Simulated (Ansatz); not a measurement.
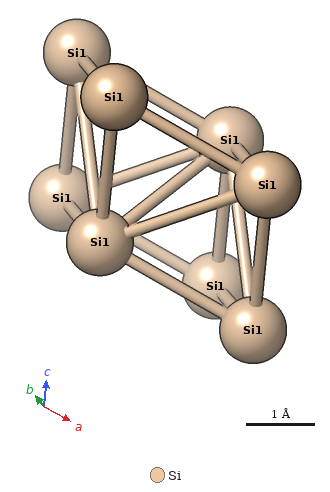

The structure as given in the input (ball-and-stick view of the reduced cell, seen slightly off an axis; atoms are numbered from 1 in the order of the input). An atom can appear more than once, as a periodic image.

## Band-structure calculation of Si

System: Si (1 atom in the cell).
Method: DFT PBE, scalar-relativistic, plane waves, PAW, no spin polarisation (Ansatz 0.2.0).

The structure was made by a generator, so it may or may not be a known phase. Figures and captions count atoms from 1; the log counts them from 0 in places.

**The input**
```yaml
crystal:
  lattice:
    - [0.0, 2.0713281364, 2.1488170613]
    - [1.639041864, 0.0, 2.1488170613]
    - [1.639041864, 2.0713281364, 0.0]
  atoms:
    - { symbol: Si, position: [0.0, 0.0, 0.0] }
basis:
  ecutwfc: 420
kpoints:
  mp_grid: { grid: [24, 24, 24] }
  band_path:
    path:
      - [[0.0, 0.0, 0.0], [0.5, 0.0, 0.5], [0.5, 0.2389136, 0.7389136]]
      - [[0.5, 0.7610864, 0.2610864], [0.5, 0.5, 0.0], [0.91696727, 0.5, 0.41696727]]
      - [[0.08303273, 0.5, 0.58303273], [0.0, 0.5, 0.5], [0.08936149, 0.58936149, 0.5]]
      - [[0.91063851, 0.41063851, 0.5], [0.5, 0.0, 0.5]]
    npoints: 14
hamiltonian:
  xc: pbe
scf:
  occupations: { method: gaussian, width: 0.1 }
  n_extra_bands: 6
output:
  forces: true
  stress: true
  eigenvalues: true
  populations: true
  dos: { projected: true, de: 0.02, nscf_kmesh: { grid: [29, 29, 29] } }
  bader: true
  write_density: true
  write_potential: true
  elf: true
  volumetric_format: npy
```

Run on 1 thread of Intel Xeon @ 2.50GHz (Skylake/Cascade Lake), 189 GiB of memory available, shared host.

Run as:
```bash
ansatz run input.yaml --threads 1 --pin off --max-ram 2560MiB --backend cpu --events-out ev --progress --plain --runs-dir out
```

**The program's output**
```
scf.n_extra_bands = 6 over 2 filled bands (N_el = 4.0): the run solves 8 bands
Engine: ansatz 0.2.0, x86_64-unknown-linux-gnu
Pseudopotentials: kind: paw
Pseudopotential: Si, paw, valence charge 4, recommended cutoff 420 eV (normal), Si.paw.azcp
Functional definition: PBE
  parameter kappa = 0.804
  parameter beta = 0.06672455060314922
  exchange = pbe_x(kappa = kappa, mu = beta*pi^2/3)
  correlation = pbe_c(beta = beta)
Crystal: 1 atoms, lattice volume = 14.590 Å³
Basis set: ecut = 420 eV, 289 PW (Γ), exchange–correlation on 40×40×36 points (8 copies of the dense FFT grid, shifted against one another)
Bands: 8, of which v1, the nominal top of the filled ones, is band 2 counted from 1 (1 counted from 0)
Symmetry: 8 space group operations
Space group: Fmmm (ITA 69), of the structure as read, at distance tolerance 2.4e-5 Å
k-points: 1963 of 13824
Non-local potential: Si, projectors of the file, l = 0: 2, l = 1: 2, l = 2: 2
PAW form: soft (Blöchl's): semilocal exchange-correlation on the pseudo side does not see the compensation charge
PAW one-centre angular grid: Si, 110 points (default); XC on 64 Gauss nodes
Initial density: superposition of atomic densities (neutral atoms: chi_scale 0, normalization atom), corrected by the library's trained network
Initial wavefunctions: pseudopotential atomic-orbital guess
Functional: x = pbe(κ = 0.804, μ = 0.2195149727645171), c = pbe(β = 0.06672455060314922)
SCF iter   1: F=—  HF=-635.298152 eV  |F-HF|=—  |Δ(HF+E_count)|=         —  Δρ=1.49e-3  dr2=1.48e-4  ethr=1.77e-3  ⟨swp⟩=5.1  Hψ=127949  notcnv=0  defer=163
preconditioner: auto → none  [metal: Δε(μ)=0.003 eV  Ē_g=16.970 eV  σ=0.100 eV  W_gap=0.02  n_scr=0 (ndim 8)  ℏωp=19.4 eV  f_vac=0.000  D(μ)=0.43/eV (n_scr^D=0)]
SCF iter   2: F=—  HF=-635.298257 eV  |F-HF|=—  |Δ(HF+E_count)|=   1.05e-4  Δρ=7.74e-4  dr2=4.13e-5  ethr=3.71e-6  ⟨swp⟩=1.8  Hψ=33232  notcnv=0  defer=504
SCF iter   3: F=—  HF=-635.298287 eV  |F-HF|=—  |Δ(HF+E_count)|=   3.00e-5  Δρ=1.03e-4  dr2=1.57e-6  ethr=1.03e-6  ⟨swp⟩=2.0  Hψ=16515  notcnv=0  defer=504
SCF iter   4: F=—  HF=-635.298286 eV  |F-HF|=—  |Δ(HF+E_count)|=   5.56e-7  Δρ=3.81e-5  dr2=2.07e-7  ethr=3.92e-8  ⟨swp⟩=1.0  Hψ=12731  notcnv=0  defer=504
iter 5 did not close the SCF: its close was put off for the readings that it lacked (scf_convergence_deferred on its scf_iter line)
SCF iter   5: F=-635.298286 eV  HF=-635.298286 eV  |F-HF|=3.31e-9  |Δ(HF+E_count)|=   7.50e-8  Δρ=6.90e-6  dr2=6.92e-9  ethr=5.16e-9  ⟨swp⟩=2.0  Hψ=16665  notcnv=0  defer=504
SCF iter   6: F=-635.298286 eV  HF=-635.298286 eV  |F-HF|=1.50e-10  |Δ(HF+E_count)|=   2.62e-9  Δρ=1.54e-6  dr2=3.33e-10  ethr=1.73e-10  ⟨swp⟩=7.2  Hψ=76171  notcnv=0
SCF 1 converged in 6 iterations: F = -635.298286 eV  dr2 = 3.33e-10
  greatest PAW one-centre occupation: 0.677 electrons in one spin orbital (limit 2), on the Si atom at site 0 (counted from 0), in its partial waves of l = 0
NSCF: frozen V_eff on 102 k-points
NSCF: frozen V_eff on 3375 k-points
SCF converged after 6 iterations
Free energy (F): -635.298286 eV
Harris-Foulkes:  -635.298286 eV  (|F-HF|=1.50e-10)
Internal energy: -635.296122 eV  (E = F + TS)
E sigma→0 (E₀):  -635.297204 eV
Entropy (-TS):   -0.002164 eV (-2.164 meV/atom)
Fermi energy:    10.543961 eV
--- Per-component energies (eV) ---
  E_band       = 19.720447
  E_kinetic    = 40.847417
  E_local      = 2.292075  (includes V_loc(G=0)·N_el)
  E_nonlocal   = 25.398767
  E_hartree    = 0.420588
  E_xc         = -55.985134
  E_vxc        = -47.783801  (∫ρ·V_xc dr)
  E_paw        = -512.124661  (= ΣΔE_a)
  E_vpaw       = -1.875212  (= ΣTr[D̂ρ^β])
  E_aug_tail   = 0.000007  (compensation charges beyond the density's cutoff)
  E_ewald      = -136.145181
  E_smearing   = -0.002164  (= −TS)
  E_closure    = 0.000000  (closes the sum)
  Σ components = -635.298286   (vs F -635.298286, Δ=0.00e0)
--- Forces (eV/Å), atoms counted from 1 ---
  atom   1  Si     0.00000000     0.00000000    -0.00000000
  max |Σ_I F_I| component: 9.86e-32 eV/Å
--- Stress (GPa, compression-positive) ---
        0.009169       0.000000       0.000000
        0.000000       0.021352       0.000000
        0.000000       0.000000      -0.037985
  P = ⅓ Tr σ = -0.0025 GPa (-0.025 kbar)
--- Band table (eV; the first three rows and the last of 1963) ---
  k-point 0: bands = ["-3.7552", "21.5919", "21.6986", "22.1714", "22.2021", "22.7355", "24.3616", "25.3124"]
  k-point 1: bands = ["-3.7034", "20.7304", "21.2541", "21.7414", "22.9327", "23.1882", "24.4411", "25.1251"]
  k-point 2: bands = ["-3.5479", "19.2241", "20.4856", "21.5359", "22.9045", "23.8201", "24.8538", "25.0381"]
  k-point 1962: bands = ["3.8345", "4.1162", "15.4290", "16.9872", "17.3196", "19.8628", "32.7451", "33.1286"]
--- Löwdin populations: 1 site ---
  site symbol       q [e]
     0     Si      3.9105
  spilling = 0.022387 (of n_electrons = 4.000000)
--- Bader charges: 1 site ---
  site symbol  charge [e]  shift [e]
     0     Si      0.0000     0.0000
  estimated error of the sums over rays = 1.7e-7 e
```

**File populations.tsv**
```
# site	symbol	l	j	q
# orbitals = lowdin
# n_electrons = 4.000000
# spilling = 0.022387
0	Si	0_3S	-	1.450730
0	Si	1_3P	-	2.459722
```

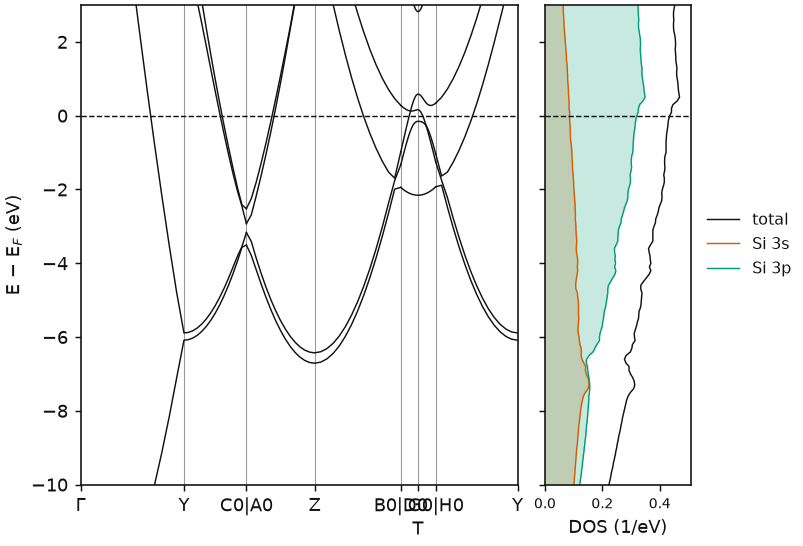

Band structure along Γ–Y–C0|A0–Z–B0|D0–T–G0|H0–Y and density of states (projected on Löwdin-orthogonalised atomic shells), with energies from the Fermi level. Bands cross the Fermi level: a metal at this level of theory.

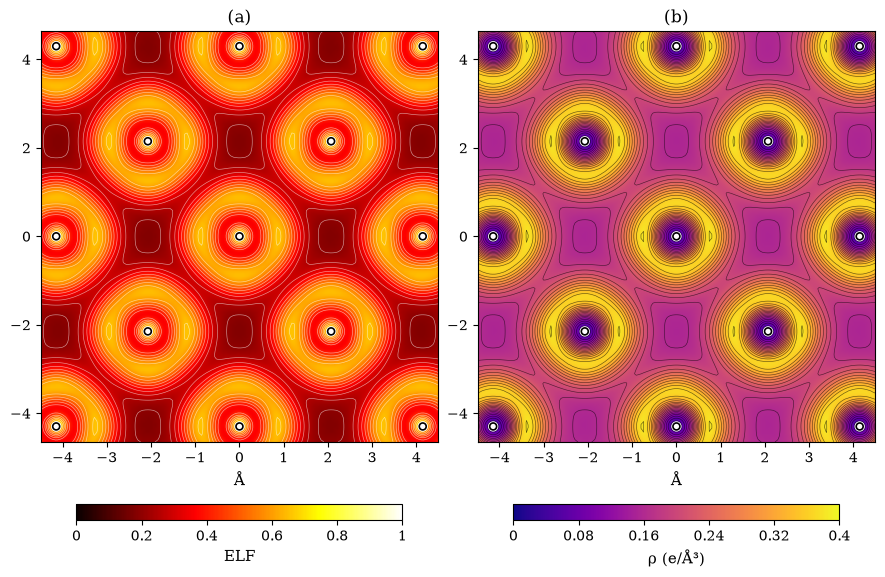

(a) ELF; (b) valence electron density on the (100) plane of the conventional cell. Circles mark the nuclei in the plane (Si). The section cuts through Si sites. Away from the nuclei the density in this plane falls to 0.15 e/Å³ at its lowest. In a PAW calculation such maps are meaningful between the atoms, not at the nuclei.

**Summary**

| quantity | value |
| --- | --- |
| outcome | converged |
| space group (tolerance 0.01 Å) | Fmmm (69) |
| electrons treated | 4 |
| free energy | −635.2983 eV |
| Fermi energy | 10.544 eV |
| gap on the k-point mesh | none (metallic) |
| pressure | 0.00 GPa |
| largest force (length of the vector) | under 0.001 eV/Å |
| wall time | 2 min |
| peak memory | 0.61 GiB |
